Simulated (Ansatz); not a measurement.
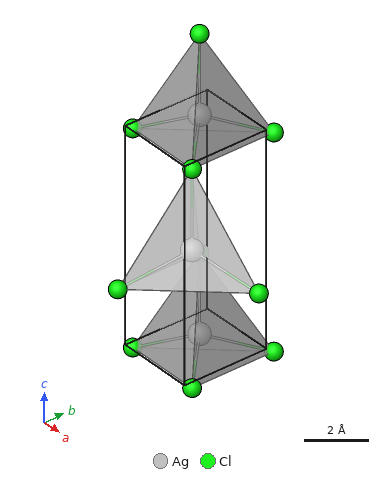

Polyhedral drawing of the structure, looking slightly off an axis. Lines trace the edges of the conventional unit cell. Some atoms of the next cells are drawn as well. Cell: a = 4.49 Å, b = 4.49 Å, c = 7.32 Å, α = 90.00°, β = 90.00°, γ = 120.00°.

Shown is a generated cell, made by putting these elements into a known structure type (the compound may or may not exist in this form), as it stood before any relaxation. It was run through Ansatz as a DFT input.

**Describe the crystal.**

Chemical formula AgCl. The space group is P6_3mc (No. 186); the lattice is primitive hexagonal. The structure is of the kind named wurtzite. It has 4 atoms to the cell (2 Ag, 2 Cl). The polyhedra are AgCl4 tetrahedra; they share corners. The Ag atoms are each bonded to four Cl in a tetrahedral arrangement at about 2.7 to 2.8 Å. Each Cl is bonded to four Ag in a tetrahedral arrangement at about 2.7 to 2.8 Å.

Computational set-up: DFT, PAW plane waves, r2SCAN in Ansatz 0.2.0, 500 eV cutoff, a 7×7×4 mesh of k-points, Fermi-Dirac smearing of 0.013 eV, no spin polarisation.

**Is the electronic structure metallic or gapped?**

A semiconductor at this level, with a gap of 1.90 eV on the k-mesh.

**What are the atomic charges by Bader's partition?**

Ag +0.62 e; Cl -0.62 e.

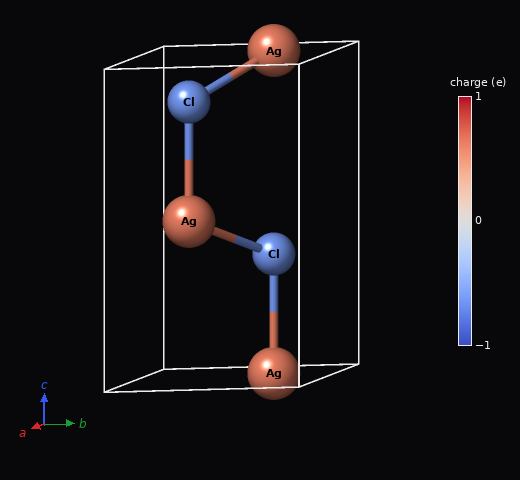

The atoms coloured by those charges. The run's cell of 4 atoms is drawn.

**Are forces and stress small enough to call this relaxed?**

No. The largest force is 0.04 eV/Å, on Ag and Cl. The pressure is -3.9 GPa, so the cell would contract.
